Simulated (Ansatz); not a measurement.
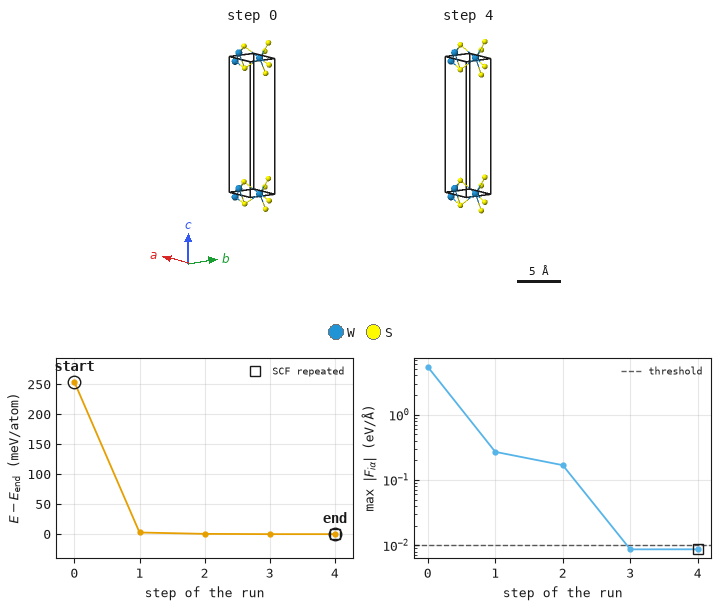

First and last geometry of a relaxation of solid WS2 (set up in P1), with the history of the run. Style: ball-and-stick. Shown: the cell of the calculation, from a free direction.

Case: all atoms moved at random, sigma 0.05 Å for each component; relaxed back.

Method: DFT LDA, scalar-relativistic, plane waves, PAW in Ansatz.

Input file:
```yaml
crystal:
  lattice:
    - [3.1254814186, 0.0, 0.0]
    - [-1.5627407093, 2.7067463075, 0.0]
    - [0.0, 0.0, 16.9531110566]
  atoms:
    - { symbol: W, position: [0.3354668423, 0.6732100907, -0.0019563242] }
    - { symbol: S, position: [0.6743525804, 0.3528905637, 0.9184982786] }
    - { symbol: S, position: [0.6568472439, 0.307232679, 0.0834580455] }
basis:
  ecutwfc: 420
kpoints:
  mp_grid: { grid: [12, 12, 2] }
hamiltonian:
  xc: lda
scf:
  occupations: { method: gaussian, width: 0.05 }
output:
  forces: true
  stress: true
  eigenvalues: true
  write_density: true
  write_potential: true
  elf: true
  volumetric_format: npy
relax:
  adjacent_minimum: "off"
  f_tol: 0.01
  max_steps: 80
```

Launched with:
```bash
ansatz run input.yaml --threads 1 --pin off --max-ram 2560MiB --backend cpu --events-out ev --progress --plain --runs-dir out
```

Did the run converge, and what did it change?

Answer. It converged. S2 moves most: 0.19 Å along [−1 −2 −1]. Largest moves by element: S 0.19 Å, W 0.04 Å. The cell stays as it was. Near-neighbour distances that change, for instance: S2–S3 2.799 → 3.120 Å, W1–S2 2.241 → 2.385 Å, W1–S3 2.245 → 2.385 Å, W1–S2 (another image) 2.281 → 2.386 Å. Among the angles between lasting bonds that change: S2–W1–S2 88.5° → 81.9°, W1–S2–W1 88.5° → 81.9°, S2–W1–S3 75.3° → 81.7°. The space group (tolerance 0.01 Å) goes from P1 (No. 1) to P-6m2 (No. 187). Over 3 accepted moves (4 points after the start) the energy falls by 254 meV per atom. Largest force component: 5.4 eV/Å at the start, 0.0086 eV/Å at the end. 1 step only repeated the SCF at the same geometry.

```csv
step,"E − E(0), meV/atom","largest force component, eV/Å",note
0,0.00,5.4028,
1,-251.10,0.2693,
2,-253.41,0.1684,
3,-253.85,0.0086,
4,-253.85,0.0086,"same geometry, SCF repeated"
```
